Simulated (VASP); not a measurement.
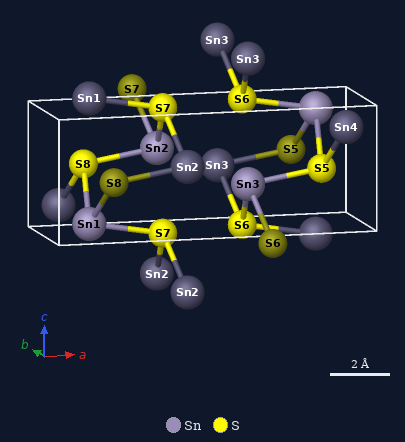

**Figure 1.** The structure as given in the input (ball-and-stick view of the cell of the calculation, seen slightly off an axis; neighbours outside the cell are drawn fainter; atoms are numbered from 1 in the order of the input). Near neighbours in the crystal (not all of them lie inside the picture): Sn has 3 S at 2.63 to 2.67 Å; S has 3 Sn at 2.63 to 2.67 Å.

# Run report: SnS, geometry relaxation (part 1 of 4)

The run: geometry relaxation of SnS (Pnma, 8 atoms in the cell). Method and program: Kohn-Sham DFT of a periodic cell, PBE, VASP PAW PBE potentials, minimal, no spin polarisation (VASP 6.6.1).

The structure derives from an entry of the Crystallography Open Database.

**OSZICAR**
```
N       E                     dE             d eps       ncg     rms          rms(c)
DAV:   1     0.143857402272E+03    0.14386E+03   -0.11626E+04   600   0.851E+02
DAV:   2    -0.221424347231E+02   -0.16600E+03   -0.16248E+03   751   0.170E+02
DAV:   3    -0.364413280931E+02   -0.14299E+02   -0.14217E+02   775   0.550E+01
DAV:   4    -0.368028036177E+02   -0.36148E+00   -0.36071E+00   831   0.916E+00
DAV:   5    -0.368080788061E+02   -0.52752E-02   -0.52726E-02   792   0.118E+00    0.116E+01
DAV:   6    -0.354800118475E+02    0.13281E+01   -0.40496E+00   700   0.763E+00    0.824E+00
DAV:   7    -0.354541940971E+02    0.25818E-01   -0.94081E-01   838   0.374E+00    0.292E+00
DAV:   8    -0.354420444265E+02    0.12150E-01   -0.12184E-01   764   0.142E+00    0.368E-01
DAV:   9    -0.354419038371E+02    0.14059E-03   -0.12315E-02   781   0.558E-01    0.133E-01
DAV:  10    -0.354420832147E+02   -0.17938E-03   -0.62512E-04   751   0.126E-01    0.898E-02
DAV:  11    -0.354422036428E+02   -0.12043E-03   -0.46661E-04   797   0.104E-01    0.327E-02
DAV:  12    -0.354421918819E+02    0.11761E-04   -0.50766E-05   780   0.327E-02    0.113E-02
DAV:  13    -0.354421931493E+02   -0.12674E-05   -0.10453E-05   766   0.136E-02    0.403E-03
DAV:  14    -0.354421931413E+02    0.80322E-08   -0.38841E-07   450   0.311E-03
   1 F= -.35442193E+02 E0= -.35442193E+02  d E =-.354422E+02
       N       E                     dE             d eps       ncg     rms          rms(c)
DAV:   1    -0.357017606323E+02   -0.25957E+00   -0.56636E+00   660   0.113E+01    0.336E+00
DAV:   2    -0.354980440923E+02    0.20372E+00   -0.62004E-01   705   0.362E+00    0.101E+00
DAV:   3    -0.354803538073E+02    0.17690E-01   -0.14519E-01   731   0.155E+00    0.493E-01
DAV:   4    -0.354764186212E+02    0.39352E-02   -0.77422E-03   751   0.425E-01    0.288E-01
DAV:   5    -0.354746560081E+02    0.17626E-02   -0.29493E-03   708   0.243E-01    0.137E-01
DAV:   6    -0.354745939878E+02    0.62020E-04   -0.28533E-04   856   0.792E-02    0.363E-02
DAV:   7    -0.354745708370E+02    0.23151E-04   -0.33128E-05   762   0.277E-02    0.175E-02
DAV:   8    -0.354745667454E+02    0.40916E-05   -0.48915E-06   641   0.116E-02    0.567E-03
DAV:   9    -0.354745669378E+02   -0.19240E-06   -0.60529E-07   412   0.392E-03
   2 F= -.35474567E+02 E0= -.35474567E+02  d E =-.323738E-01
       N       E                     dE             d eps       ncg     rms          rms(c)
DAV:   1    -0.355069944196E+02   -0.32428E-01   -0.60299E-01   658   0.374E+00    0.116E+00
DAV:   2    -0.354858445675E+02    0.21150E-01   -0.63088E-02   694   0.116E+00    0.337E-01
DAV:   3    -0.354839874179E+02    0.18571E-02   -0.15575E-02   763   0.508E-01    0.160E-01
DAV:   4    -0.354835863865E+02    0.40103E-03   -0.90719E-04   742   0.143E-01    0.947E-02
DAV:   5    -0.354834362009E+02    0.15019E-03   -0.27711E-04   705   0.750E-02    0.526E-02
DAV:   6    -0.354834345522E+02    0.16486E-05   -0.29750E-05   839   0.266E-02    0.159E-02
DAV:   7    -0.354834361427E+02   -0.15905E-05   -0.44090E-06   597   0.105E-02    0.354E-03
DAV:   8    -0.354834365321E+02   -0.38940E-06   -0.41309E-07   377   0.361E-03
   3 F= -.35483437E+02 E0= -.35483437E+02  d E =-.412434E-01
       N       E                     dE             d eps       ncg     rms          rms(c)
DAV:   1    -0.354858359159E+02   -0.23998E-02   -0.61628E-02   654   0.116E+00    0.168E-01
DAV:   2    -0.354858428282E+02   -0.69122E-05   -0.35952E-03   835   0.303E-01    0.749E-02
DAV:   3    -0.354857342740E+02    0.10855E-03   -0.13834E-04   818   0.598E-02    0.524E-02
DAV:   4    -0.354856771498E+02    0.57124E-04   -0.12086E-04   752   0.545E-02    0.196E-02
DAV:   5    -0.354856770302E+02    0.11960E-06   -0.17820E-05   796   0.211E-02    0.117E-02
DAV:   6    -0.354856770948E+02   -0.64576E-07   -0.10202E-06   462   0.500E-03
   4 F= -.35485677E+02 E0= -.35485677E+02  d E =-.224056E-02
       N       E                     dE             d eps       ncg     rms          rms(c)
DAV:   1    -0.354877464979E+02   -0.20695E-02   -0.16305E-01   654   0.189E+00    0.272E-01
DAV:   2    -0.354877561281E+02   -0.96302E-05   -0.94929E-03   834   0.492E-01    0.123E-01
DAV:   3    -0.354874666681E+02    0.28946E-03   -0.36514E-04   811   0.971E-02    0.860E-02
DAV:   4    -0.354873139417E+02    0.15273E-03   -0.32587E-04   759   0.894E-02    0.318E-02
DAV:   5    -0.354873142433E+02   -0.30162E-06   -0.47698E-05   802   0.346E-02    0.191E-02
DAV:   6    -0.354873144864E+02   -0.24309E-06   -0.28927E-06   564   0.807E-03
   5 F= -.35487314E+02 E0= -.35487314E+02  d E =-.387795E-02
       N       E                     dE             d eps       ncg     rms          rms(c)
DAV:   1    -0.354895459406E+02   -0.22317E-02   -0.56096E-02   616   0.111E+00    0.221E-01
DAV:   2    -0.354891209718E+02    0.42497E-03   -0.36606E-03   797   0.293E-01    0.785E-02
DAV:   3    -0.354889540810E+02    0.16689E-03   -0.54649E-04   741   0.996E-02    0.409E-02
DAV:   4    -0.354889224134E+02    0.31668E-04   -0.41042E-05   859   0.335E-02    0.273E-02
DAV:   5    -0.354889101717E+02    0.12242E-04   -0.18059E-05   721   0.203E-02    0.129E-02
DAV:   6    -0.354889086298E+02    0.15419E-05   -0.22478E-06   577   0.772E-03    0.336E-03
DAV:   7    -0.354889084789E+02    0.15081E-06   -0.29561E-07   380   0.285E-03
   6 F= -.35488908E+02 E0= -.35488908E+02  d E =-.159399E-02
       N       E                     dE             d eps       ncg     rms          rms(c)
DAV:   1    -0.354906988353E+02   -0.17902E-02   -0.93664E-02   616   0.144E+00    0.282E-01
DAV:   2    -0.354899836957E+02    0.71514E-03   -0.61422E-03   797   0.380E-01    0.101E-01
DAV:   3    -0.354897048865E+02    0.27881E-03   -0.90664E-04   748   0.128E-01    0.531E-02
DAV:   4    -0.354896518875E+02    0.52999E-04   -0.69707E-05   852   0.437E-02    0.351E-02
DAV:   5    -0.354896324238E+02    0.19464E-04   -0.29954E-05   719   0.262E-02    0.168E-02
DAV:   6    -0.354896302888E+02    0.21350E-05   -0.40848E-06   655   0.102E-02    0.513E-03
DAV:   7    -0.354896301038E+02    0.18498E-06   -0.33474E-07   373   0.296E-03
   7 F= -.35489630E+02 E0= -.35489630E+02  d E =-.231562E-02
       N       E                     dE             d eps       ncg     rms          rms(c)
DAV:   1    -0.354903232716E+02   -0.69298E-03   -0.48044E-02   604   0.100E+00    0.102E-01
DAV:   2    -0.354903664471E+02   -0.43176E-04   -0.30583E-03   852   0.263E-01    0.668E-02
DAV:   3    -0.354903204780E+02    0.45969E-04   -0.74500E-05   747   0.462E-02    0.516E-02
DAV:   4    -0.354902930368E+02    0.27441E-04   -0.54643E-05   832   0.360E-02    0.147E-02
DAV:   5    -0.354902928848E+02    0.15196E-06   -0.11141E-05   744   0.167E-02    0.719E-03
DAV:   6    -0.354902927882E+02    0.96633E-07   -0.64083E-07   422   0.427E-03
   8 F= -.35490293E+02 E0= -.35490293E+02  d E =-.662684E-03
       N       E                     dE             d eps       ncg     rms          rms(c)
DAV:   1    -0.354905029898E+02   -0.21011E-03   -0.31751E-02   604   0.816E-01    0.825E-02
DAV:   2    -0.354905333069E+02   -0.30317E-04   -0.20241E-03   852   0.214E-01    0.550E-02
DAV:   3    -0.354905033008E+02    0.30006E-04   -0.48563E-05   747   0.373E-02    0.428E-02
DAV:   4    -0.354904850854E+02    0.18215E-04   -0.37312E-05   832   0.297E-02    0.120E-02
DAV:   5    -0.354904851375E+02   -0.52031E-07   -0.74768E-06   749   0.137E-02
   9 F= -.35490485E+02 E0= -.35490485E+02  d E =-.855034E-03
       N       E                     dE             d eps       ncg     rms          rms(c)
DAV:   1    -0.354918184781E+02   -0.13334E-02   -0.12835E-01   602   0.169E+00    0.305E-01
DAV:   2    -0.354911339831E+02    0.68450E-03   -0.97888E-03   759   0.504E-01    0.122E-01
DAV:   3    -0.354908846554E+02    0.24933E-03   -0.81962E-04   807   0.129E-01    0.705E-02
DAV:   4    -0.354907959961E+02    0.88659E-04   -0.94658E-05   779   0.494E-02    0.298E-02
DAV:   5    -0.354907720630E+02    0.23933E-04   -0.41367E-05   791   0.307E-02    0.982E-03
DAV:   6    -0.354907708420E+02    0.12210E-05   -0.47864E-06   726   0.103E-02    0.577E-03
DAV:   7    -0.354907703170E+02    0.52500E-06   -0.37091E-07   395   0.348E-03
  10 F= -.35490770E+02 E0= -.35490770E+02  d E =-.285180E-03
       N       E                     dE             d eps       ncg     rms          rms(c)
DAV:   1    -0.354908906077E+02   -0.11977E-03   -0.95551E-03   601   0.461E-01    0.848E-02
DAV:   2    -0.354908400440E+02    0.50564E-04   -0.73469E-04   759   0.138E-01    0.328E-02
DAV:   3    -0.354908230467E+02    0.16997E-04   -0.60417E-05   806   0.350E-02    0.192E-02
DAV:   4    -0.354908185994E+02    0.44473E-05   -0.71213E-06   766   0.135E-02    0.817E-03
DAV:   5    -0.354908183273E+02    0.27203E-06   -0.25762E-06   474   0.824E-03
  11 F= -.35490818E+02 E0= -.35490818E+02  d E =-.333190E-03
       N       E                     dE             d eps       ncg     rms          rms(c)
DAV:   1    -0.354910040084E+02   -0.18541E-03   -0.40985E-02   600   0.918E-01    0.133E-01
DAV:   2    -0.354911183872E+02   -0.11438E-03   -0.32286E-03   838   0.282E-01    0.588E-02
DAV:   3    -0.354910821110E+02    0.36276E-04   -0.87113E-05   749   0.482E-02    0.420E-02
DAV:   4    -0.354910634033E+02    0.18708E-04   -0.35035E-05   795   0.283E-02    0.145E-02
DAV:   5    -0.354910621011E+02    0.13021E-05   -0.87831E-06   717   0.142E-02    0.646E-03
DAV:   6    -0.354910623316E+02   -0.23042E-06   -0.43711E-07   376   0.366E-03
  12 F= -.35491062E+02 E0= -.35491062E+02  d E =-.244004E-03
       N       E                     dE             d eps       ncg     rms          rms(c)
DAV:   1    -0.354910823862E+02   -0.20285E-04   -0.53103E-02   600   0.104E+00    0.152E-01
DAV:   2    -0.354912325209E+02   -0.15013E-03   -0.41786E-03   838   0.321E-01    0.673E-02
DAV:   3    -0.354911853620E+02    0.47159E-04   -0.11279E-04   733   0.548E-02    0.480E-02
DAV:   4    -0.354911608394E+02    0.24523E-04   -0.46035E-05   796   0.324E-02    0.163E-02
DAV:   5    -0.354911590730E+02    0.17664E-05   -0.11236E-05   703   0.161E-02    0.735E-03
DAV:   6    -0.354911593161E+02   -0.24316E-06   -0.55492E-07   376   0.412E-03
  13 F= -.35491159E+02 E0= -.35491159E+02  d E =-.340989E-03
       N       E                     dE             d eps       ncg     rms          rms(c)
DAV:   1    -0.354912591735E+02   -0.10010E-03   -0.30008E-02   600   0.784E-01    0.118E-01
DAV:   2    -0.354913501421E+02   -0.90969E-04   -0.17520E-03   802   0.218E-01    0.446E-02
DAV:   3    -0.354913186244E+02    0.31518E-04   -0.46897E-05   830   0.360E-02    0.315E-02
DAV:   4    -0.354913028476E+02    0.15777E-04   -0.59074E-05   749   0.366E-02    0.738E-03
DAV:   5    -0.354913034117E+02   -0.56405E-06   -0.75971E-06   719   0.145E-02
  14 F= -.35491303E+02 E0= -.35491303E+02  d E =-.144096E-03
       N       E                     dE             d eps       ncg     rms          rms(c)
DAV:   1    -0.354913064531E+02   -0.36054E-05   -0.20846E-02   600   0.653E-01    0.103E-01
DAV:   2    -0.354913711356E+02   -0.64683E-04   -0.12249E-03   802   0.182E-01    0.356E-02
DAV:   3    -0.354913494741E+02    0.21662E-04   -0.33065E-05   822   0.303E-02    0.247E-02
DAV:   4    -0.354913393254E+02    0.10149E-04   -0.38708E-05   749   0.296E-02    0.589E-03
DAV:   5    -0.354913396897E+02   -0.36424E-06   -0.48443E-06   692   0.116E-02
  15 F= -.35491340E+02 E0= -.35491340E+02  d E =-.180374E-03
       N       E                     dE             d eps       ncg     rms          rms(c)
DAV:   1    -0.354917306380E+02   -0.39131E-03   -0.26143E-02   600   0.747E-01    0.147E-01
DAV:   2    -0.354914427997E+02    0.28784E-03   -0.14630E-03   790   0.192E-01    0.576E-02
DAV:   3    -0.354913792257E+02    0.63574E-04   -0.29767E-04   752   0.731E-02    0.258E-02
DAV:   4    -0.354913729718E+02    0.62539E-05   -0.25378E-05   787   0.243E-02    0.136E-02
DAV:   5    -0.354913723193E+02    0.65250E-06   -0.80836E-06   684   0.134E-02
  16 F= -.35491372E+02 E0= -.35491372E+02  d E =-.326296E-04
```

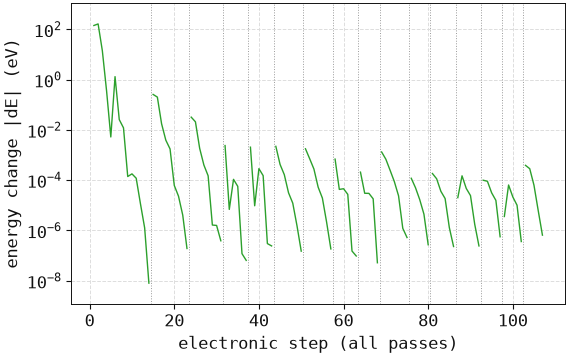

**Figure 2.** Convergence of the self-consistent field: energy change |dE| against the electronic step. Each stretch between dotted lines is the SCF of one geometry step of a relaxation. The 16 ionic steps take 5 to 14 electronic steps each. The density is held fixed in the first few steps, and dE rises again when its update begins.

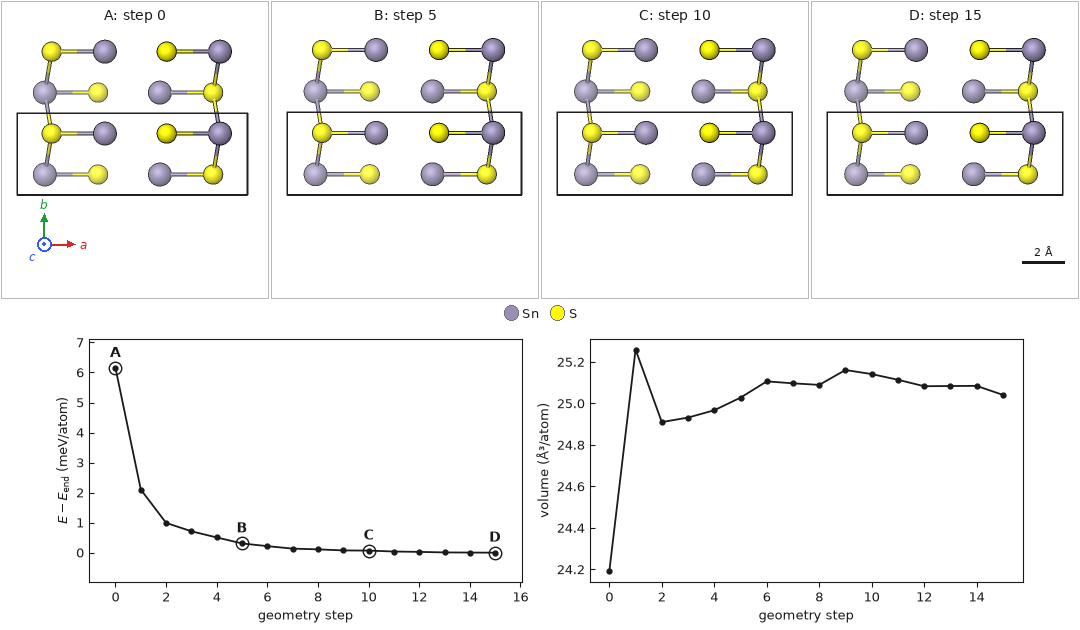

**Figure 3.** Frames of the relaxation (ball-and-stick view of the cell of the calculation, repeated 1 × 2 × 1, along the c axis) above the curves, on which the letters mark them (steps are counted from 0).

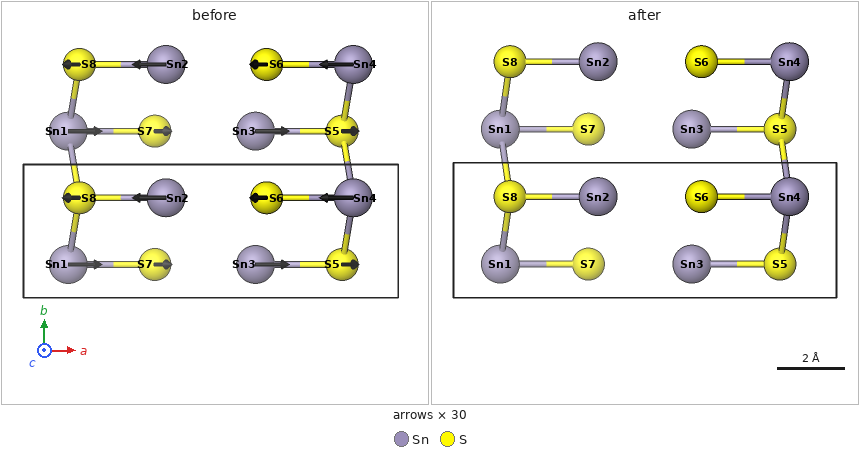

**Figure 4.** Before (left) and after (right) the relaxation, at one scale (ball-and-stick view of the cell of the calculation, repeated 1 × 2 × 1, along the c axis). The black arrows give the displacements (without the part carried along by the change of the cell), magnified 30 times. The largest moves relative to the cell, 0.035 Å, are those of Sn1, Sn2, Sn3 and Sn4. By element the largest moves are Sn 0.035 Å, S 0.024 Å. Cell: a 11.200 → 11.452 Å (+2.3 %), b 3.987 → 4.035 Å (+1.2 %), c 4.334 → 4.336 Å (0.0 %). Volume +3.5 %. Distances before and after: Sn1–S7 2.627 → 2.664 Å, Sn1–S8 2.665 → 2.694 Å. The space group stays Pnma (No. 62). After 15 geometry steps the energy has fallen by 6.1 meV per atom. The largest force component goes from 0.2 to 0.004 eV/Å. (Atoms are counted from 1 in the order of the input.)

**Parts of OUTCAR**
```
SYSTEM = SnS
   EDIFF = 1E-6
   EDIFFG = -0.01
   ENCUT = 300
   GGA = PE
   IBRION = 2
   ISIF = 3
   ISMEAR = 0
   LASPH = .TRUE.
   LREAL = .FALSE.
   NELM = 80
   NSW = 90
   PREC = Accurate

 ion  position               nearest neighbor table
   1  0.119  0.250  0.120-   7 2.63   8 2.67   8 2.67   4 3.49   4 3.49
   2  0.381  0.750  0.620-   8 2.63   7 2.67   7 2.67   3 3.49   3 3.49
   3  0.619  0.250  0.380-   5 2.63   6 2.67   6 2.67   2 3.49   2 3.49
   4  0.881  0.750  0.880-   6 2.63   5 2.67   5 2.67   1 3.49   1 3.49
   5  0.851  0.250  0.479-   3 2.63   4 2.67   4 2.67
   6  0.649  0.750  0.979-   4 2.63   3 2.67   3 2.67
   7  0.351  0.250  0.021-   1 2.63   2 2.67   2 2.67
   8  0.149  0.750  0.521-   2 2.63   1 2.67   1 2.67

  LATTYP: Found a simple orthorhombic cell.
 ALAT       =     3.9870000000
 B/A-ratio  =     1.0870328568
 C/A-ratio  =     2.8091296714

  Lattice vectors:

 A1 = (   0.0000000000,   3.9870000000,   0.0000000000)
 A2 = (   0.0000000000,   0.0000000000,   4.3340000000)
 A3 = (  11.2000000000,   0.0000000000,   0.0000000000)

Analysis of symmetry for initial positions (statically):
=====================================================================
 Subroutine PRICEL returns:
 Original cell was already a primitive cell.

 Routine SETGRP: Setting up the symmetry group for a
 simple orthorhombic supercell.

 Subroutine GETGRP returns: Found  8 space group operations
 (whereof  2 operations were pure point group operations)
 out of a pool of  8 trial point group operations.

The static configuration has the point symmetry S_2 .
 The point group associated with its full space group is D_2h.
```
